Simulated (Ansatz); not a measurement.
**Rh: 8 runs along one coordinate**

System: Rh (I4/mmm, 1 atom in the cell).
Method: DFT r2SCAN, scalar-relativistic, plane waves, PAW, no spin polarisation (Ansatz 0.2.0).

The 8 runs differ only in the geometry, by a strain of the cell at fixed fractional positions. Against run 4, the strain is εyy = η. The structure derives from an entry of the Crystallography Open Database.

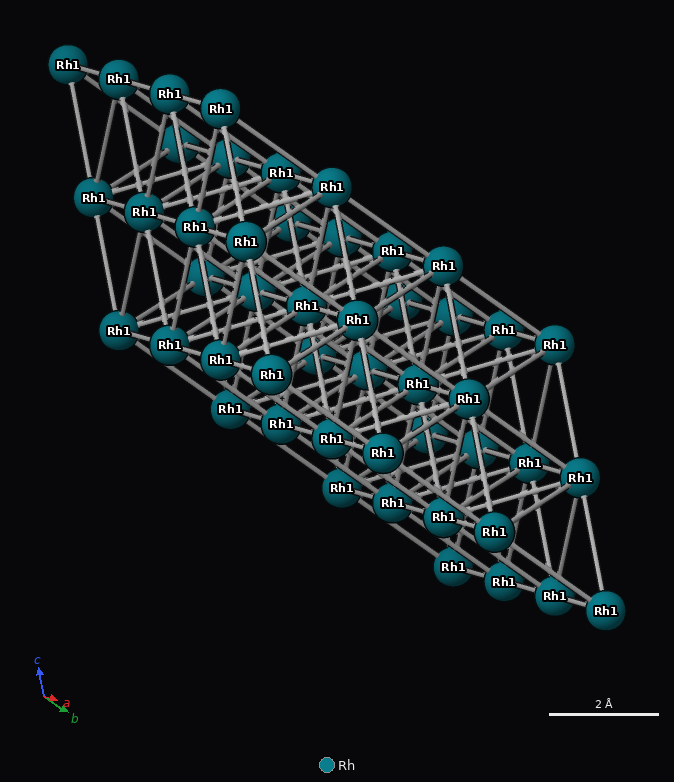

Figure 1. The structure of run 4 (ball-and-stick view of the reduced cell, repeated 3 × 3 × 2, seen slightly off an axis; atoms are numbered from 1 in the order of the input). An atom can appear more than once, as a periodic image.

## Input of run 4
```yaml
crystal:
  lattice:
    - [0.0, 1.91105775, 1.90155]
    - [1.90155, 0.0, 1.90155]
    - [1.90155, 1.91105775, 0.0]
  atoms:
    - { symbol: Rh, position: [0.0, 0.0, 0.0] }
basis:
  ecutwfc: 500
kpoints:
  mp_grid: { grid: [22, 22, 22] }
hamiltonian:
  xc: r2scan
scf:
  occupations: { method: gaussian, width: 0.15 }
output:
  forces: true
  stress: true
  eigenvalues: true
```

Command:
```bash
ansatz run input.yaml --threads 1 --pin off --max-ram 2560MiB --backend cpu --events-out ev --progress --plain --runs-dir out
```

Run 3 differs from it as follows:
```diff
-    - [0.0, 1.91105775, 1.90155]
+    - [0.0, 1.89204225, 1.90155]
-    - [1.90155, 1.91105775, 0.0]
+    - [1.90155, 1.89204225, 0.0]
```

## Results, with one run withheld

| run | strain parameter η (%) | free energy per atom, from the lowest run given (meV) | pressure (GPa) |
| --- | --- | --- | --- |
| 1 | −1.9900 | 2.85 | 3.78 |
| 2 | −1.4925 | 0.65 | 2.26 |
| 3 | −0.9950 | ? | ? |
| 4 | 0.0000 | 0.00 | −2.00 |
| 5 | 0.4975 | 1.65 | −3.32 |
| 6 | 0.9950 | 4.19 | −4.59 |
| 7 | 1.2438 | 5.79 | −5.20 |
| 8 | 1.4925 | 7.59 | −5.81 |

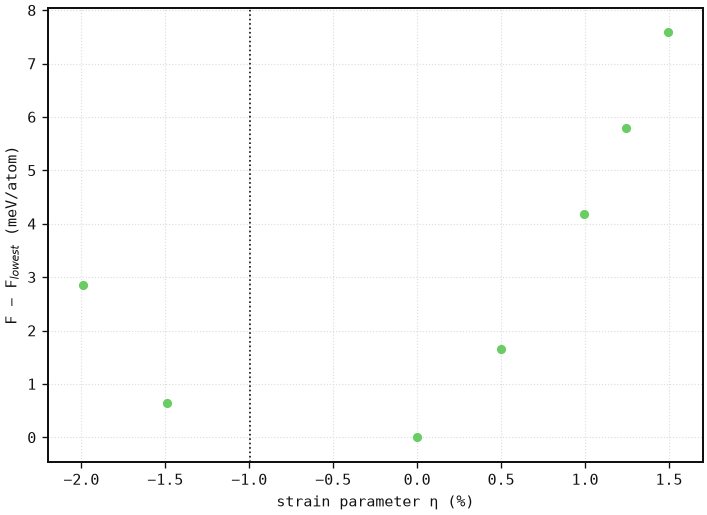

Figure 2. Free energy per atom of the runs given; the dotted line marks run 3.

What should run 3 give?

A cubic polynomial in the coordinate, fitted to the 7 runs given, misses them by under 0.01 meV per atom. With x = η − 0.1066, it reads F = 0.27483 + 2.8109 x + 1.8384 x² − 0.041912 x³ (meV per atom). At run 3 it gives −0.53 meV per atom, and the run itself gives −0.53. The fit has its minimum at η = −0.6389 %.

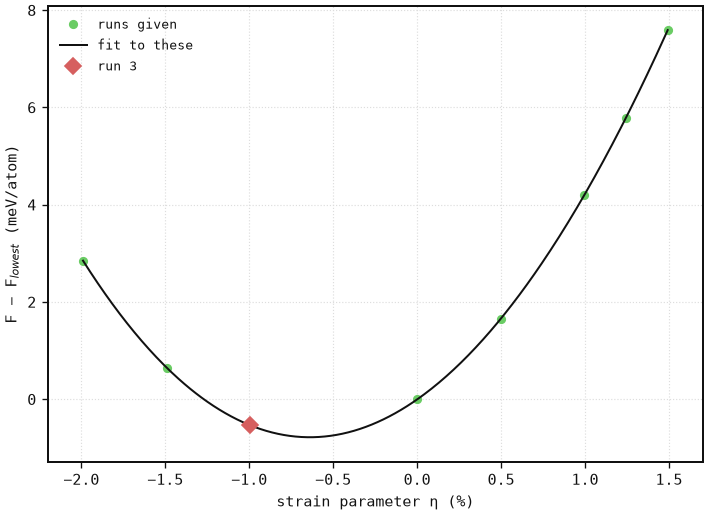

Figure 3. The fit and the withheld run.

## Output, shortened to warnings, some set-up lines, iterations and results (run 3)
```
Basis set: ecut = 500 eV, 331 PW (Γ), exchange–correlation on 80×80×80 points (64 copies of the dense FFT grid, shifted against one another)
Symmetry: 16 space group operations
k-points: 834 of 10648
Initial density: superposition of atomic densities (neutral atoms: chi_scale 0, normalization atom), corrected by the library's trained network
[...]
SCF iter   1: F=—  HF=-6415.268625 eV  |F-HF|=—  |Δ(HF+E_count)|=         —  Δρ=1.02e-2  dr2=3.91e-3  dr2_τ=9.93e-3  ethr=1.77e-3  ⟨swp⟩=5.0  Hψ=60904  notcnv=0
SCF iter   2: F=—  HF=-6415.279796 eV  |F-HF|=—  |Δ(HF+E_count)|=   1.12e-2  Δρ=5.51e-3  dr2=1.23e-3  dr2_τ=1.93e-4  ethr=2.30e-5  ⟨swp⟩=2.1  Hψ=22218  notcnv=0
SCF iter   3: F=—  HF=-6415.280125 eV  |F-HF|=—  |Δ(HF+E_count)|=   3.29e-4  Δρ=7.24e-4  dr2=6.50e-5  dr2_τ=9.25e-6  ethr=7.24e-6  ⟨swp⟩=2.6  Hψ=17217  notcnv=0
SCF iter   4: F=—  HF=-6415.280133 eV  |F-HF|=—  |Δ(HF+E_count)|=   8.10e-6  Δρ=2.83e-4  dr2=5.88e-6  dr2_τ=2.00e-6  ethr=3.83e-7  ⟨swp⟩=2.2  Hψ=16027  notcnv=0
SCF iter   5: F=—  HF=-6415.280134 eV  |F-HF|=—  |Δ(HF+E_count)|=   6.40e-7  Δρ=8.45e-5  dr2=4.63e-7  dr2_τ=7.53e-8  ethr=3.46e-8  ⟨swp⟩=2.5  Hψ=17100  notcnv=0
SCF iter   6: F=-6415.280135 eV  HF=-6415.280135 eV  |F-HF|=6.00e-9  |Δ(HF+E_count)|=   1.02e-6  Δρ=8.21e-6  dr2=2.60e-9  dr2_τ=2.85e-9  ethr=5.88e-10  ⟨swp⟩=5.7  Hψ=51088  …
SCF 1 converged in 6 iterations: F = -6415.280135 eV  dr2 = 2.60e-9
SCF converged after 6 iterations
Free energy (F): -6415.280135 eV
Harris-Foulkes:  -6415.280135 eV  (|F-HF|=6.00e-9)
Internal energy: -6415.265703 eV  (E = F + TS)
E sigma→0 (E₀):  -6415.272919 eV
Entropy (-TS):   -0.014432 eV (-14.432 meV/atom)
Fermi energy:    22.336646 eV
--- Per-component energies (eV) ---
  E_band       = -100.435207
  E_kinetic    = 573.323953
  E_local      = -1558.210856  (includes V_loc(G=0)·N_el)
  E_nonlocal   = 355.335922
  E_hartree    = 548.404173
  E_xc         = -216.882657
  E_vxc        = -314.235199  (∫ρ·V_xc dr)
  E_paw        = -3604.207382  (= ΣΔE_a)
  E_vpaw       = -274.714479  (= ΣTr[D̂ρ^β])
  E_aug_tail   = 0.000687  (compensation charges beyond the density's cutoff)
  E_vtau       = 21.255952  (kinetic-family band-sum trace: ∫τ·v_τ [+ j·A + Jᵃ·Aᵃ] dr)
  E_ewald      = -2512.659584
  E_core_change = -0.369959  (= ΣΔE_core)
  E_smearing   = -0.014432  (= −TS)
  E_closure    = 0.000000  (closes the sum)
  Σ components = -6415.280135   (vs F -6415.280135, Δ=0.00e0)
--- Forces (eV/Å), atoms counted from 1 ---
  atom   1  Rh     0.00000000    -0.00000000    -0.00000000
  max |Σ_I F_I| component: 4.93e-32 eV/Å
--- Stress (GPa, compression-positive) ---
        0.375006       0.000000       0.000000
        0.000000       1.608906       0.000000
        0.000000       0.000000       0.375006
  P = ⅓ Tr σ = 0.7863 GPa (7.863 kbar)
```
